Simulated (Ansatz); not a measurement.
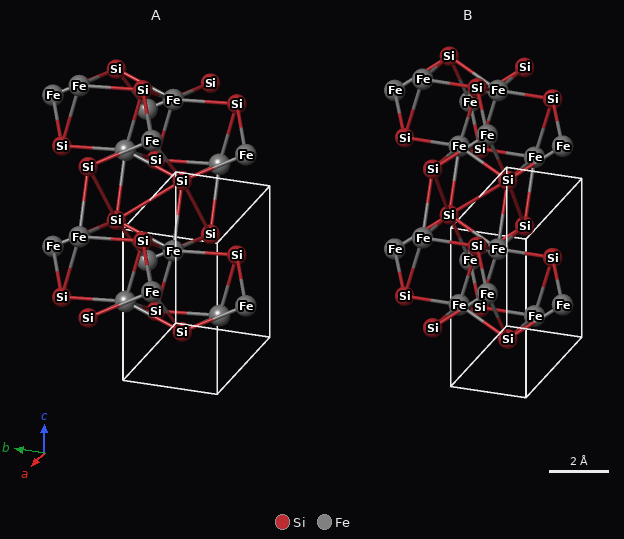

Two geometries of solid FeSi (a generated structure, set up in Pnma) (coarse preliminary run), drawn at one scale. One is the start of a relaxation, the other its converged end. A ball-and-stick model of the cell of the calculation, repeated 1 × 2 × 2 with one cell outlined, seen from a free direction.

The calculation used DFT PBEsol, scalar-relativistic, plane waves, PAW (Ansatz 0.2.0). Settings: plane-wave cutoff 420 eV; k-point mesh 4 × 6 × 4; occupations gaussian; smearing width 0.1 eV; collinear spin; cell and atoms relaxed; force threshold 0.05 eV/Å; at most 60 steps.

Question: Which geometry has the lower energy?

Answer: Structure B is the relaxed one. Case: Ni → Fe on all its sites, cell and atoms relaxed. The energy falls by 142 meV per atom in 8 accepted moves (10 points after the start). The largest force component goes from 0.2 to 0.0095 eV/Å. Pressure: −9.44 GPa at the start and 0.16 GPa at the end. The line search rejected the trial step at point 6 of the run. The SCF was repeated once at an unchanged geometry on a basis and grid sized afresh for the cell, which shifted the energy by 0.7 meV per atom at most. The largest moves relative to the cell, 0.19 Å, are those of Si atoms. By element the largest moves are Si 0.19 Å, Fe 0.01 Å. The drawn cell changes as follows: a 5.202 → 5.508 Å (+5.9 %), b 3.433 → 2.747 Å (−20.0 %), c 5.652 → 5.928 Å (+4.9 %); the volume changes by −11.1 %. Near-neighbour distances that change, for instance: Si–Si 3.433 → 2.747 Å, Si–Si 2.712 → 2.555 Å, Fe–Si 2.430 → 2.312 Å, Fe–Fe 2.728 → 2.638 Å. Bond angles that change, for instance: Si–Fe–Si 93.7° → 73.0°, Si–Fe–Si 83.7° → 102.2°, Si–Fe–Si 89.9° → 72.9°. The space group stays Pnma (No. 62).
